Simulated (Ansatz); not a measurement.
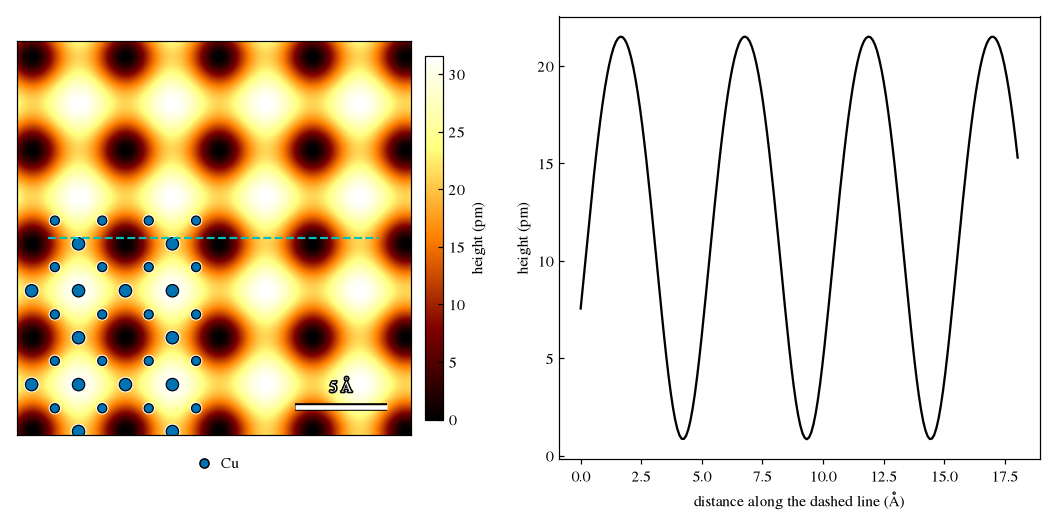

Constant-current image at a set point of 7.3 × 10⁻⁶ e/Å³ of Cu(100) (Fm-3m bulk, 5 atomic planes (those closer than 0.6 Å count as one), 7 Å) with one Cu vacancy in a 2 × 2 cell, sample bias +1.00 V. The atoms seen from above are drawn over one corner (deeper ones smaller). The right panel is the profile along the dashed line.

Images follow the Tersoff–Hamann model: the current is the local density of the sample's states between the Fermi level and the bias, at the tip's centre. Bias windows are sharp sums over the levels of the k mesh.

All numbers here come from DFT PBE, scalar-relativistic, plane waves, PAW (Ansatz 0.2.0). Cutoff 420 eV, 10 × 10 k-points, Gaussian smearing 0.1 eV, dipole correction. The slab is a cut without reconstruction beyond its cell, at the source's lattice constants, with its lower half held fixed and the rest relaxed. The defects repeat every 5.1 Å and interact, so states at the Fermi level and the work function belong to this dense array. No spin polarisation. The run couldn't confirm all of its levels under its output density. The run warns that the functional's potential is rough in the thin density of the vacuum, where the tip is; weak contrasts and barriers may feel it.

Which atoms or sites appear bright, which dark, and how strong is the contrast?

The brightest spots lie over the top Cu atoms away from the vacancy; the darkest points are over the vacancy. The corrugation is 32 pm at a mean tip height of 5.0 Å.
